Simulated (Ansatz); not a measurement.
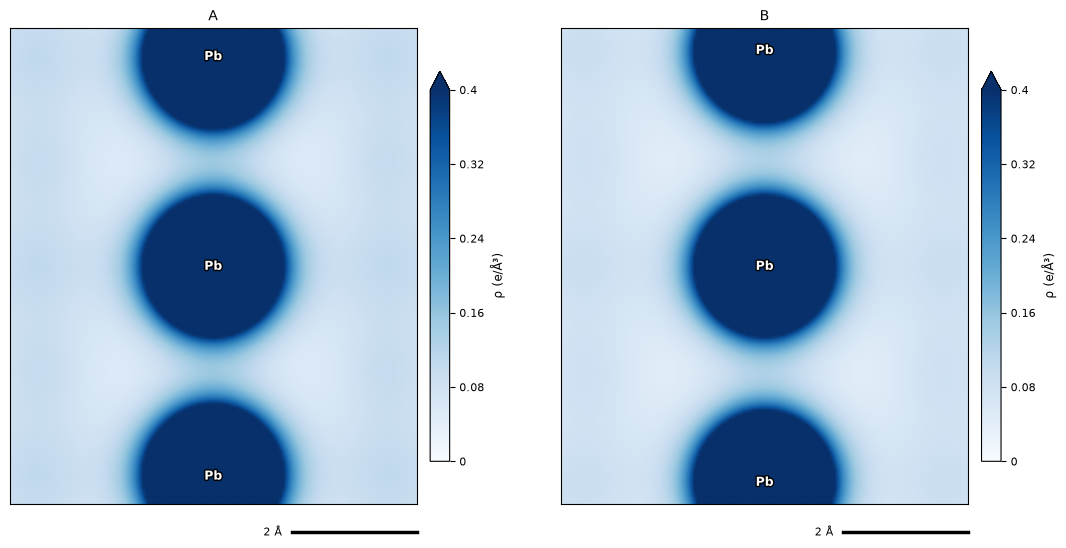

Pb. The valence electron density of two cells that differ in size, on the (100) plane of each (indices in the axes of the calculation cell), at one length scale and on one colour scale: B has 33.7 Å³ an atom and A 30.9.

All numbers below come from DFT, BLYP, plane waves (420 eV) with PAW, scalar-relativistic (Ansatz 0.2.0).

> What does the compression do to the bonding and the properties?

From the larger cell to the smaller, Pb–Pb goes from 3.46 to 3.36 Å, and the density at its midpoint from 0.13 to 0.15 e/Å³; the pressure goes from 1.4 to 5 GPa.
